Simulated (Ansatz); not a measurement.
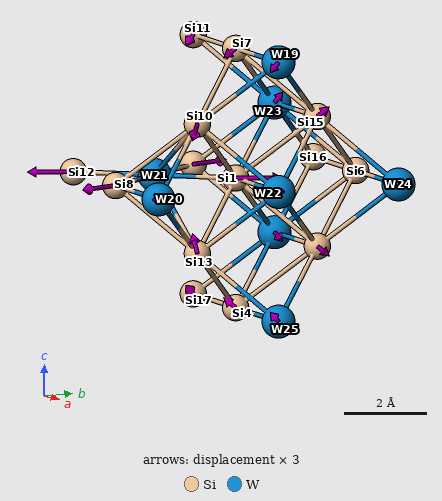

This is a relaxation of a defect cell of composition Si$_{9}$W$_{4}$ (started half-way along a vacancy jump, in the symmetry of that start). The starting structure is drawn; purple arrows show the displacements, magnified 3 times.

The picture is a ball-and-stick view of the atoms within 4.2 Å of the atom that moves most (axes of the conventional cell (2 times the calculation's cell) (origin shifted)), seen slightly off an axis. Lengths and directions refer to the drawn axes.

Method: DFT PBE, scalar-relativistic, plane waves, PAW in Ansatz. Settings: plane-wave cutoff 420 eV; k-point mesh 4 × 4 × 4; occupations gaussian; smearing width 0.1 eV; no spin polarisation; atoms relaxed in a fixed cell; force threshold 0.02 eV/Å; at most 60 steps.

> Which element moves most?

Silicon: up to 0.39 Å, against 0.12 Å for tungsten.

> What happened in the run?

Over 5 geometry steps the energy falls by 5.541 eV per cell of the calculation. The largest force component goes from 6.3 to 0.0096 eV/Å. The largest moves, 0.39 Å, are those of Si atoms. By element the largest moves are Si 0.39 Å, W 0.12 Å. The cell doesn't change. Some distances before and after: Si–W 2.074 → 2.442 Å, Si–Si 3.229 → 2.871 Å, Si–Si 3.229 → 2.911 Å, W–W 3.229 → 3.403 Å.

Limits of the set-up: the periodic images lie only 7.9 Å apart, so the values are limited by the cell's size.
